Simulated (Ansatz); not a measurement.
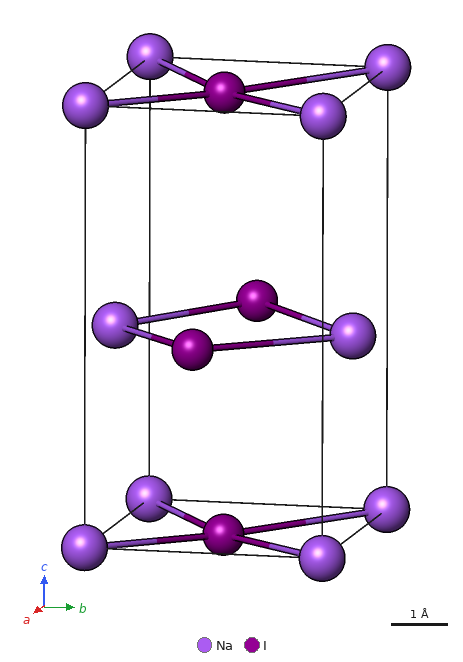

The figure gives a ball-and-stick picture of the atoms, viewed slightly off an axis. The unit cell is drawn as a box.

NaI, a = 4.81 Å, b = 4.42 Å, c = 8.12 Å, α = 89.89°, β = 90.55°, γ = 90.04°.

Results below were computed with DFT PBEsol, scalar-relativistic, plane waves, PAW (Ansatz); the settings were plane-wave cutoff 420 eV, k-grid 6×6×4, Gaussian smearing of 0.02 eV, no spin polarisation.

Question: Metal or not?

Answer: A semiconductor at this level, with a gap of 2.57 eV on the k-mesh (the true edges may lie between mesh points, so the gap can be somewhat smaller).

Question: Under what pressure is the structure?

Answer: The computed pressure is -1.4 GPa (stretched: it would shrink).

It goes back to a structure listed in the Materials Project. The cell was then strained or its atoms displaced on purpose. An electronic-structure calculation with Ansatz was run on it.
